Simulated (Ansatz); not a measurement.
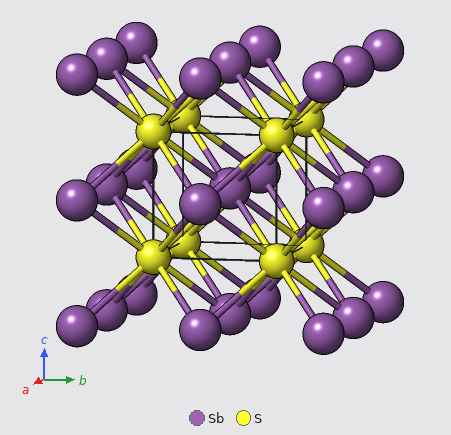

Shown here is a ball-and-stick view of the crystal, taken slightly off an axis. The conventional unit cell is outlined; an atom on or near a face, edge or corner is repeated at each equivalent position. Periodic images bonded to atoms of the box are shown as well. Cell: a = 3.49 Å, b = 3.49 Å, c = 3.49 Å, α = 90.00°, β = 90.00°, γ = 90.00°.

Source of the structure: a random cell made by a generator, so it need not be a real form of the compound. Earlier steps of the study may have refined or changed the cell and positions. A calculation with Ansatz used it as input.

What is this?

The stoichiometry is SbS. It is primitive cubic, space group Pm-3m (No. 221). In terms of structure types, this is caesium chloride (CsCl, B2) type. The cell comprises 1 formula unit: 1 Sb, 1 S. Each Sb is bonded to eight S in a cubic arrangement at about 3.0 Å. S is coordinated by eight Sb in a cubic arrangement at about 3.0 Å. The bonds build a three-dimensional framework.

Method used: Ansatz 0.2.0, DFT PBE, scalar-relativistic, plane waves, PAW. It ran with a kinetic-energy cutoff of 420 eV, Brillouin-zone sampling on a 16×16×16 mesh, Gaussian smearing of 0.1 eV, no spin polarisation.

Is the electronic structure metallic or gapped?

A metal: bands cross the Fermi level.

What net charge does each kind of atom have (Bader)?

Sb +0.79 e; S -0.79 e.

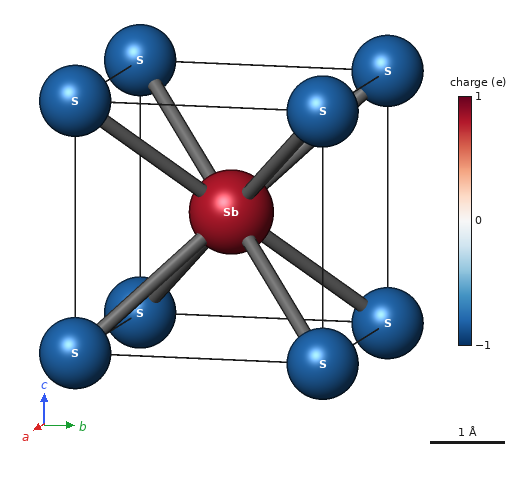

The atoms coloured by those charges. The run's cell of 2 atoms is drawn.

Can this geometry be taken as optimised?

Yes. All forces vanish to within 0.01 eV/Å. The pressure is 0.0 GPa, close to zero.
